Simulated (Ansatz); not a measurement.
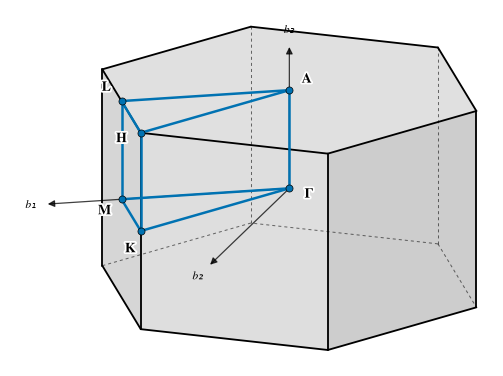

For GaN, coordinates from a relaxation with Ansatz, DFT, r2SCAN+rVV10, plane waves, PAW; the starting structure was generated, so it need not be a known form of this composition: the figure shows the first Brillouin zone with its special points and a band path. Geometry calculated from the standardised cell; symmetry tolerance 0.002 Å.

Labels and path follow the convention of Hinuma et al. (2017), as computed by seekpath; the arrows show the directions of the reciprocal primitive vectors b₁, b₂, b₃.

**What lattice type do the shape and the labels point to?**

A primitive hexagonal lattice (hP; extended symbol hP2). The zone is a hexagonal prism in its combinatorial type: 8 faces (6 with 4 edges, 2 with 6 edges), 18 edges, 12 vertices.

**In which order does the conventional band path visit the special points?**

Γ–M–K–Γ–A–L–H–A | L–M | H–K
